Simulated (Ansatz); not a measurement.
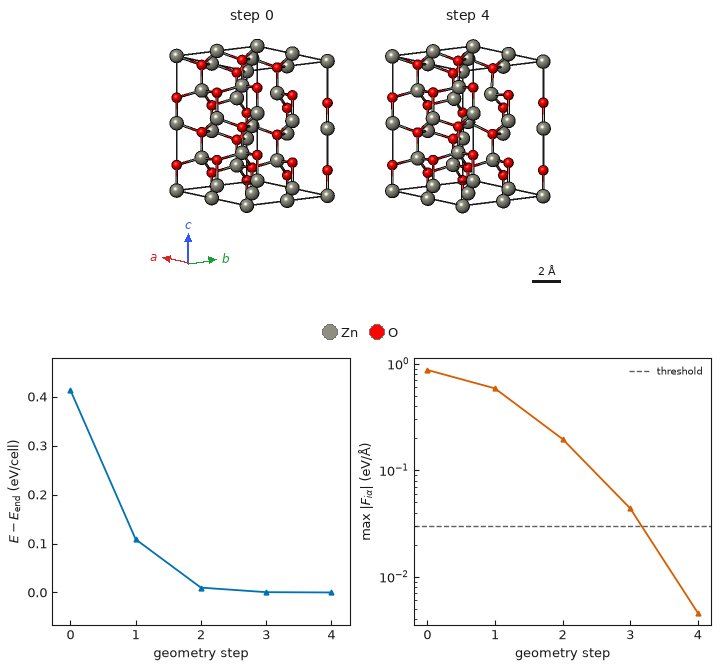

First and last geometry of a relaxation of a defect cell of composition Zn₁₆O₁₅, with the history of the run. A ball-and-stick model of the cell of the calculation (origin shifted), seen from a free direction.

Theory: DFT, PBE, plane-wave PAW, default files, scalar-relativistic (Ansatz).

The input:
```yaml
crystal:
  lattice:
    - [6.498616, 0.0, 0.0]
    - [-3.249308, 5.6279665454, 0.0]
    - [0.0, 0.0, 10.411418]
  atoms:
    - { symbol: Zn, position: [0.1666666666, 0.3333333334, 0.25], spin: 0.5 }
    - { symbol: Zn, position: [0.1666666666, 0.3333333334, 0.75] }
    - { symbol: Zn, position: [0.1666666666, 0.8333333334, 0.25], spin: 0.5 }
    - { symbol: Zn, position: [0.1666666666, 0.8333333334, 0.75] }
    - { symbol: Zn, position: [0.6666666666, 0.3333333334, 0.25], spin: 0.5 }
    - { symbol: Zn, position: [0.6666666666, 0.3333333334, 0.75] }
    - { symbol: Zn, position: [0.6666666666, 0.8333333334, 0.25] }
    - { symbol: Zn, position: [0.6666666666, 0.8333333334, 0.75] }
    - { symbol: Zn, position: [0.3333333334, 0.1666666666, 0.0], spin: 0.5 }
    - { symbol: Zn, position: [0.3333333334, 0.1666666666, 0.5] }
    - { symbol: Zn, position: [0.3333333334, 0.6666666666, 0.0] }
    - { symbol: Zn, position: [0.3333333334, 0.6666666666, 0.5] }
    - { symbol: Zn, position: [0.8333333334, 0.1666666666, 0.0] }
    - { symbol: Zn, position: [0.8333333334, 0.1666666666, 0.5] }
    - { symbol: Zn, position: [0.8333333334, 0.6666666666, 0.0] }
    - { symbol: Zn, position: [0.8333333334, 0.6666666666, 0.5] }
    - { symbol: O, position: [0.3333333334, 0.1666666666, 0.689505] }
    - { symbol: O, position: [0.3333333334, 0.6666666666, 0.189505] }
    - { symbol: O, position: [0.3333333334, 0.6666666666, 0.689505] }
    - { symbol: O, position: [0.8333333334, 0.1666666666, 0.189505] }
    - { symbol: O, position: [0.8333333334, 0.1666666666, 0.689505] }
    - { symbol: O, position: [0.8333333334, 0.6666666666, 0.189505] }
    - { symbol: O, position: [0.8333333334, 0.6666666666, 0.689505] }
    - { symbol: O, position: [0.1666666666, 0.3333333334, 0.439505] }
    - { symbol: O, position: [0.1666666666, 0.3333333334, 0.939505] }
    - { symbol: O, position: [0.1666666666, 0.8333333334, 0.439505] }
    - { symbol: O, position: [0.1666666666, 0.8333333334, 0.939505] }
    - { symbol: O, position: [0.6666666666, 0.3333333334, 0.439505] }
    - { symbol: O, position: [0.6666666666, 0.3333333334, 0.939505] }
    - { symbol: O, position: [0.6666666666, 0.8333333334, 0.439505] }
    - { symbol: O, position: [0.6666666666, 0.8333333334, 0.939505] }
magnetization:
  spin_polarized: true
kpoints:
  mp_grid: { grid: [3, 3, 2] }
scf:
  occupations: { method: fermi_dirac, width: 0.01 }
hamiltonian:
  xc: pbe
  pseudopotentials: { kind: paw }
output:
  forces: true
  stress: true
  populations: true
  efg:
    quadrupole_moments_barn: { Zn: 0.122, O: -0.02558 }
    contact_densities: true
relax:
  f_tol: 0.03
  max_steps: 40
```

Launched with:
```bash
ansatz run input.yaml --threads 4 --pin off --max-ram 8192MiB --backend cpu --events-out ev --progress --plain --runs-dir out
```

Did the run converge, and what did it change?

It converged. The largest move is that of Zn9, 0.30 Å along +c. By element the largest moves are Zn 0.30 Å, O 0.08 Å. The cell doesn't change. Among the contacts that change: Zn9–O25 1.979 → 2.024 Å, Zn1–O18 1.979 → 2.014 Å, Zn12–O19 1.973 → 2.004 Å, Zn11–O18 1.973 → 1.994 Å. Bond angles that change, for instance: Zn1–O18–Zn3 110.4° → 120.2°, Zn4–O27–Zn9 108.6° → 116.5°, O25–Zn9–O27 110.4° → 102.8°. Over 4 geometry steps the energy falls by 0.413 eV per cell of the calculation. Largest force component: 0.87 eV/Å at the start, 0.0046 eV/Å at the end. The program noted that the starting moments weren't kept. The run took 2.1 min on 4 threads of Arm Neoverse V2, on a shared host, peak memory 2.1 GiB.

```
step  E − E(0), meV/atom  largest force component, eV/Å
   0                0.00                         0.8739
   1               -9.83                         0.5864
   2              -13.01                         0.1961
   3              -13.31                         0.0439
   4              -13.33                         0.0046
```

Limits of the set-up: the periodic images lie only 6.5 Å apart, so the values are limited by the cell's size.
